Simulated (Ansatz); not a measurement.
Mg₈O₇, 60 atoms, a = 8.55 Å, b = 8.55 Å, c = 8.55 Å, α = 90.01°, β = 90.04°, γ = 90.01°.

Space group Fm-3m; a generated structure, not necessarily the stable one.

The calculation used DFT PBE, scalar-relativistic, plane waves, PAW in Ansatz 0.2.0.

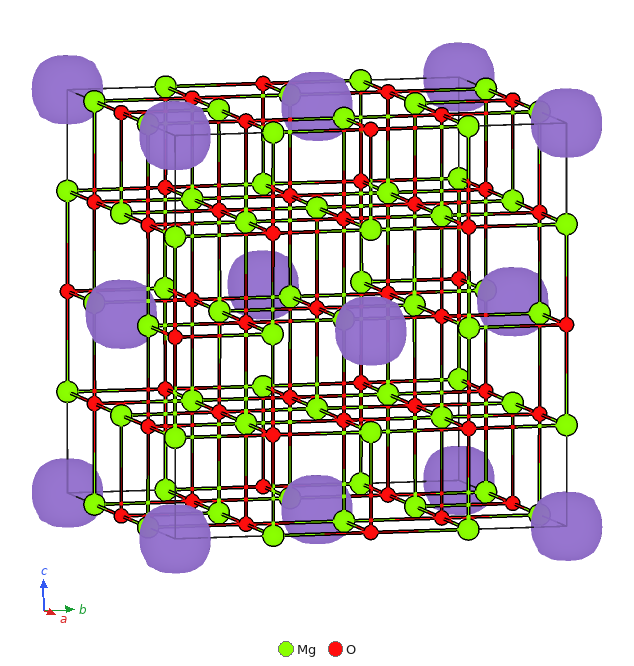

Mg₈O₇. Isosurface of the ELF at 0.9 (purple), seen slightly off an axis. Only the valence region is drawn (cores and ρ < 0.01 e/Å³ removed). Sticks mark near contacts.

Q: What do the ELF domains correspond to?

A: At this value the surface marks out four pockets between the atoms, centred on no nucleus (multi-centre or interstitial), counted in one cell of 60 atoms. Regions shared between cells count once. Along the contacts the grid gives the following. Mg–O (2.13 Å): the ELF peaks at about 0.85 in the valence shell of O, 0.6 Å from its nucleus, and is about 0.35 at the midpoint (a largely ionic contact).

Q: Does the calculation give a band gap?

A: It is gapped, with a Kohn–Sham gap of 2.4 eV on the k-point mesh, an upper bound to the gap of this method.
